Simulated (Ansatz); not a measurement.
## Cu: a changed input and its effect

System: Cu (P6₃/mmc, 2 atoms in the cell).
Method of run A: DFT, r2SCAN, plane waves, PAW, Ueff = 5 eV on Cu d, no spin polarisation (Ansatz 0.2.0).

The structure derives from a Materials Project entry. Text and figures count atoms from 1; the logs count them from 0 in places.

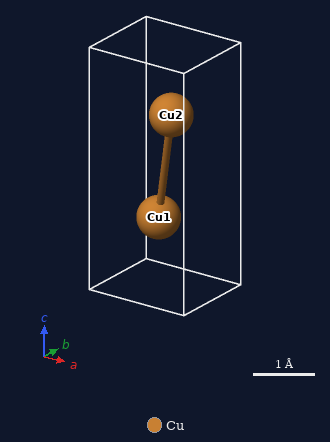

**Figure 1.** The input geometry (ball-and-stick view of the cell of the calculation, seen slightly off an axis; atoms are numbered from 1 in the order of the input). An atom can appear more than once, as a periodic image. Near neighbours in the periodic cell (some may lie outside the picture): Cu has 12 Cu at 2.52 to 2.53 Å.

### The input, run A
```yaml
crystal:
  lattice:
    - [2.5340966698, 0.0, 0.0]
    - [-1.2670483349, 2.1945920917, 0.0]
    - [0.0, 0.0, 4.112571]
  atoms:
    - { symbol: Cu, position: [0.33333333, 0.66666667, 0.25] }
    - { symbol: Cu, position: [0.66666667, 0.33333333, 0.75] }
basis:
  ecutwfc: 500
kpoints:
  mp_grid: { grid: [18, 18, 10] }
hamiltonian:
  xc: r2scan
  hubbard: { sites: [{ species: Cu, l: d, u_eff: 5.0 }], double_counting: fll }
scf:
  occupations: { method: gaussian, width: 0.1 }
  mixing: { preconditioner: kerker_dos }
output:
  forces: true
  eigenvalues: true
  stress: true
relax:
  adjacent_minimum: "off"
  f_tol: 0.005
  max_steps: 80
  cell: { stress_tol: 0.05 }
```

Command:
```bash
ansatz run input.yaml --threads 2 --pin off --max-ram 5120MiB --backend cpu --events-out ev --progress --plain --runs-dir out
```

Hardware: 2 threads of Arm Neoverse V2, 24 GiB of memory available, shared host.

### Output, shortened to warnings, some set-up lines, iterations and results (run A)
```
Basis set: ecut = 500 eV, 579 PW (Γ), exchange–correlation on 80×80×120 points (64 copies of the dense FFT grid, shifted against one another)
Symmetry: 24 space group operations
k-points: 222 of 3240
Initial density: superposition of atomic densities (chi_scale 0.1, normalization cell)
[...]
SCF iter   1: F=—  HF=-13262.168248 eV  |F-HF|=—  |Δ(HF+E_count)|=         —  Δρ=1.32e-1  dr2=2.55e0  dr2_τ=4.74e-3  ethr=3.10e-3  ⟨swp⟩=4.6  Hψ=18569  notcnv=0
SCF iter   2: F=—  HF=-13261.796510 eV  |F-HF|=—  |Δ(HF+E_count)|=   3.72e-1  Δρ=4.04e-2  dr2=1.00e-1  dr2_τ=2.86e-2  ethr=3.10e-3  ⟨swp⟩=3.1  Hψ=11228  notcnv=0  defer=47
SCF iter   3: F=—  HF=-13261.698378 eV  |F-HF|=—  |Δ(HF+E_count)|=   9.81e-2  Δρ=2.96e-2  dr2=1.63e-1  dr2_τ=8.68e-4  ethr=2.64e-4  ⟨swp⟩=2.4  Hψ=11260  notcnv=0  defer=47
SCF iter   4: F=—  HF=-13261.678008 eV  |F-HF|=—  |Δ(HF+E_count)|=   2.04e-2  Δρ=8.82e-3  dr2=1.60e-2  dr2_τ=4.70e-4  ethr=2.64e-4  ⟨swp⟩=2.6  Hψ=9193  notcnv=0  defer=47
SCF iter   5: F=—  HF=-13261.685731 eV  |F-HF|=—  |Δ(HF+E_count)|=   7.72e-3  Δρ=3.38e-3  dr2=2.29e-3  dr2_τ=2.04e-5  ethr=4.22e-5  ⟨swp⟩=2.0  Hψ=8287  notcnv=0  defer=47
[... 46 lines ...]
SCF iter   3: F=—  HF=-13261.689610 eV  |F-HF|=—  |Δ(HF+E_count)|=   1.40e-9  Δρ=2.57e-6  dr2=9.61e-10  dr2_τ=1.38e-11  ethr=6.21e-12  ⟨swp⟩=2.0  Hψ=7558  notcnv=0
SCF iter   4: F=—  HF=-13261.689610 eV  |F-HF|=—  |Δ(HF+E_count)|=  4.73e-10  Δρ=7.80e-7  dr2=7.13e-11  dr2_τ=1.51e-12  ethr=2.53e-12  ⟨swp⟩=2.0  Hψ=7561  notcnv=0
SCF iter   5: F=-13261.689610 eV  HF=-13261.689610 eV  |F-HF|=0.00e0  |Δ(HF+E_count)|=  1.64e-11  Δρ=9.74e-8  dr2=1.31e-12  dr2_τ=6.96e-14  ethr=1.00e-12  ⟨swp⟩=5.0  Hψ=22431 …
SCF 7 converged in 5 iterations: F = -13261.689610 eV  dr2 = 1.31e-12
relax step   7: F+E_penalty+E_count = -13261.68961029 eV  Δ(F+E_penalty+E_count) = -7.811e-7 eV  max|allowed force component| = 2.313e-17 eV/Å  Δτ_max = 0.0000 Å  P = -0.001 …
basis re-selected at this cell: Δ(F+E_penalty+E_count) = -7.811e-7 eV, ΔP = -0.000 GPa vs the last step (what re-selecting the basis moved, of the pressure what is left beyond the Pulay correction that the steps carried, after the strain that the cell walked since its last selection, with what the …
SCF converged after 5 iterations
Free energy (F): -13261.689610 eV
Harris-Foulkes:  -13261.689610 eV  (|F-HF|=0.00e0)
Internal energy: -13261.685584 eV  (E = F + TS)
E sigma→0 (E₀):  -13261.687597 eV
Entropy (-TS):   -0.004026 eV (-2.013 meV/atom)
Fermi energy:    16.468316 eV
--- Per-component energies (eV) ---
  E_band       = -792.824578
  E_kinetic    = 602.386021
  E_local      = -8101.226091  (includes V_loc(G=0)·N_el)
  E_nonlocal   = 803.793510
  E_hartree    = 3592.091379
  E_xc         = -166.656834
  E_vxc        = -247.752135  (∫ρ·V_xc dr)
  E_hubbard    = 0.602960  (on-site DFT+U / exact-exchange correction)
  E_vhub       = -48.183568  (the Hubbard potential's part of the band-sum identity)
  E_paw        = -3367.846877  (= ΣΔE_a)
  E_vpaw       = -1003.761191  (= ΣTr[D̂ρ^β])
  E_aug_tail   = 0.000286  (compensation charges beyond the density's cutoff)
  E_vtau       = 17.735827  (kinetic-family band-sum trace: ∫τ·v_τ [+ j·A + Jᵃ·Aᵃ] dr)
  E_ewald      = -6624.227721
  E_core_change = -0.602216  (= ΣΔE_core)
  E_smearing   = -0.004026  (= −TS)
  E_closure    = -0.000000  (closes the sum)
  Σ components = -13261.689610   (vs F -13261.689610, Δ=0.00e0)
--- Forces (eV/Å), atoms counted from 1 ---
  atom   1  Cu     0.00000000     0.00000000    -0.00000000
  atom   2  Cu    -0.00000000    -0.00000000     0.00000000
  max |Σ_I F_I| component: 4.63e-18 eV/Å
--- Stress (GPa, compression-positive) ---
       -0.002502      -0.000000      -0.000000
       -0.000000      -0.002502       0.000000
       -0.000000       0.000000       0.001636
  P = ⅓ Tr σ = -0.0011 GPa (-0.011 kbar)
Occupation matrices written to [file]
--- Relaxed structure (5 steps of the walk, 5 accepted, 2 SCFs on fresh bases) ---
  F+E_penalty+E_count = -13261.68961029 eV   max|allowed force component| = 2.313e-17 eV/Å   (the final SCF, on the basis selected at the relaxed cell)
  cell:  # Å, volume = 23.2845 Å³
    - [2.5451275101972928, 0.0, 5.731200606909645e-35]
    - [-1.2725637550986464, 2.2041450797014934, 5.529055747531445e-19]
[...]
```

For run B the input was changed thus:
```diff
-  hubbard: { sites: [{ species: Cu, l: d, u_eff: 5.0 }], double_counting: fll }
-  mixing: { preconditioner: kerker_dos }
```

How does run B compare with run A?

The total energies belong to different models, so their difference says nothing on which is more stable or more accurate. The volume per atom goes from 11.64 to 11.45 Å³. The SCF takes 22 iterations over all geometry steps against 42. On the same kind of shared host run B took about 0.46 times as long. The two runs start from different initial densities, which also moves the count.

### Output, shortened to warnings, some set-up lines, iterations and results (run B)
```
Basis set: ecut = 500 eV, 579 PW (Γ), exchange–correlation on 80×80×120 points (64 copies of the dense FFT grid, shifted against one another)
Symmetry: 24 space group operations
k-points: 222 of 3240
Initial density: superposition of atomic densities (neutral atoms: chi_scale 0, normalization atom), corrected by the library's trained network
[...]
SCF iter   1: F=—  HF=-13262.489441 eV  |F-HF|=—  |Δ(HF+E_count)|=         —  Δρ=4.01e-2  dr2=2.00e-1  dr2_τ=1.43e-3  ethr=1.77e-3  ⟨swp⟩=4.9  Hψ=18883  notcnv=0
SCF iter   2: F=—  HF=-13262.467913 eV  |F-HF|=—  |Δ(HF+E_count)|=   2.15e-2  Δρ=1.08e-2  dr2=9.27e-3  dr2_τ=2.37e-3  ethr=5.28e-4  ⟨swp⟩=2.0  Hψ=9993  notcnv=0  defer=45
SCF iter   3: F=—  HF=-13262.455378 eV  |F-HF|=—  |Δ(HF+E_count)|=   1.25e-2  Δρ=6.49e-3  dr2=6.38e-3  dr2_τ=4.94e-5  ethr=2.44e-5  ⟨swp⟩=2.0  Hψ=10118  notcnv=0  defer=45
SCF iter   4: F=—  HF=-13262.453596 eV  |F-HF|=—  |Δ(HF+E_count)|=   1.78e-3  Δρ=8.58e-4  dr2=4.94e-5  dr2_τ=4.21e-6  ethr=1.68e-5  ⟨swp⟩=2.0  Hψ=6858  notcnv=0  defer=45
SCF iter   5: F=—  HF=-13262.453700 eV  |F-HF|=—  |Δ(HF+E_count)|=   1.05e-4  Δρ=1.55e-4  dr2=1.14e-6  dr2_τ=9.59e-8  ethr=1.30e-7  ⟨swp⟩=2.0  Hψ=9472  notcnv=0  defer=45
[... 20 lines ...]
SCF iter   4: F=—  HF=-13262.454029 eV  |F-HF|=—  |Δ(HF+E_count)|=   9.48e-7  Δρ=2.71e-6  dr2=1.98e-10  dr2_τ=2.71e-10  ethr=1.06e-10  ⟨swp⟩=2.0  Hψ=7561  notcnv=0
SCF iter   5: F=—  HF=-13262.454029 eV  |F-HF|=—  |Δ(HF+E_count)|=   7.41e-9  Δρ=4.75e-7  dr2=2.72e-11  dr2_τ=1.19e-12  ethr=1.00e-12  ⟨swp⟩=2.0  Hψ=7527  notcnv=0
SCF iter   6: F=-13262.454029 eV  HF=-13262.454029 eV  |F-HF|=1.46e-11  |Δ(HF+E_count)|=  3.64e-12  Δρ=1.46e-7  dr2=1.50e-12  dr2_τ=5.35e-13  ethr=1.00e-12  ⟨swp⟩=5.0  …
SCF 4 converged in 6 iterations: F = -13262.454029 eV  dr2 = 1.50e-12
relax step   4: F+E_penalty+E_count = -13262.45402930 eV  Δ(F+E_penalty+E_count) = -1.831e-5 eV  max|allowed force component| = 1.388e-17 eV/Å  Δτ_max = 0.0000 Å  P = +0.042 …
basis re-selected at this cell: Δ(F+E_penalty+E_count) = -1.831e-5 eV, ΔP = +0.001 GPa vs the last step (what re-selecting the basis moved, of the pressure what is left beyond the Pulay correction that the steps carried, after the strain that the cell walked since its last selection, with what the …
SCF converged after 6 iterations
Free energy (F): -13262.454029 eV
Harris-Foulkes:  -13262.454029 eV  (|F-HF|=1.46e-11)
Internal energy: -13262.449627 eV  (E = F + TS)
E sigma→0 (E₀):  -13262.451828 eV
Entropy (-TS):   -0.004402 eV (-2.201 meV/atom)
Fermi energy:    17.171925 eV
--- Per-component energies (eV) ---
  E_band       = -750.057300
  E_kinetic    = 600.053558
  E_local      = -8008.577548  (includes V_loc(G=0)·N_el)
  E_nonlocal   = 790.865667
  E_hartree    = 3540.867052
  E_xc         = -167.842631
  E_vxc        = -249.712011  (∫ρ·V_xc dr)
  E_paw        = -3356.334556  (= ΣΔE_a)
  E_vpaw       = -982.400219  (= ΣTr[D̂ρ^β])
  E_aug_tail   = 0.000301  (compensation charges beyond the density's cutoff)
  E_vtau       = 17.978726  (kinetic-family band-sum trace: ∫τ·v_τ [+ j·A + Jᵃ·Aᵃ] dr)
  E_ewald      = -6660.879254
  E_core_change = -0.602216  (= ΣΔE_core)
  E_smearing   = -0.004402  (= −TS)
  E_closure    = -0.000000  (closes the sum)
  Σ components = -13262.454029   (vs F -13262.454029, Δ=0.00e0)
--- Forces (eV/Å), atoms counted from 1 ---
  atom   1  Cu     0.00000000     0.00000000    -0.00000000
  atom   2  Cu     0.00000000    -0.00000000     0.00000000
  max |Σ_I F_I| component: 1.16e-17 eV/Å
--- Stress (GPa, compression-positive) ---
        0.042891       0.000000      -0.000000
       -0.000000       0.042891      -0.000000
       -0.000000      -0.000000       0.040603
  P = ⅓ Tr σ = 0.0421 GPa (0.421 kbar)
--- Relaxed structure (3 steps of the walk, 3 accepted, 1 SCFs on fresh bases) ---
  F+E_penalty+E_count = -13262.45402930 eV   max|allowed force component| = 1.388e-17 eV/Å   (the final SCF, on the basis selected at the relaxed cell)
  cell:  # Å, volume = 22.9023 Å³
    - [2.5305027380450094, -7.622496807189828e-33, 8.596800910364469e-34]
[...]
```

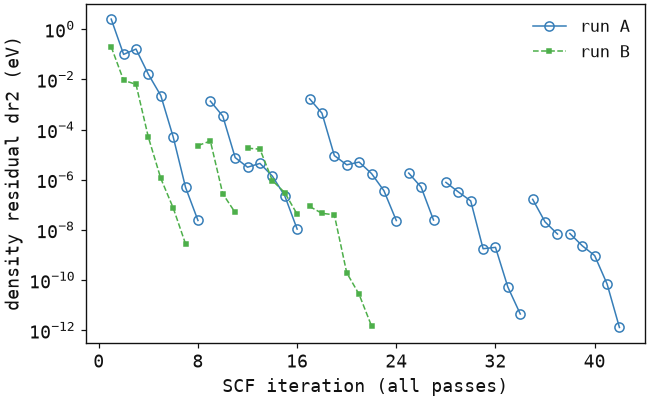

**Figure 2.** Convergence of the two runs: density residual dr2 against the SCF iteration. A break in a curve parts two SCF passes. Run A takes 42 iterations in all, and run B takes 22.

### The two runs side by side

```tsv
quantity	run A	run B
outcome	converged	converged
free energy per atom (eV)	−6630.8448	−6631.2270
energy per atom, smearing taken to zero (eV)	−6630.8438	−6631.2259
gap on the mesh (eV)	0.00	0.00
pressure (GPa)	0.00	0.04
volume per atom (Å³)	11.64	11.45
largest force (eV/Å)	0.000	0.000
SCF iterations	42	22
irreducible k-points	222	222
wall time (shared host)	48 s	22 s
```
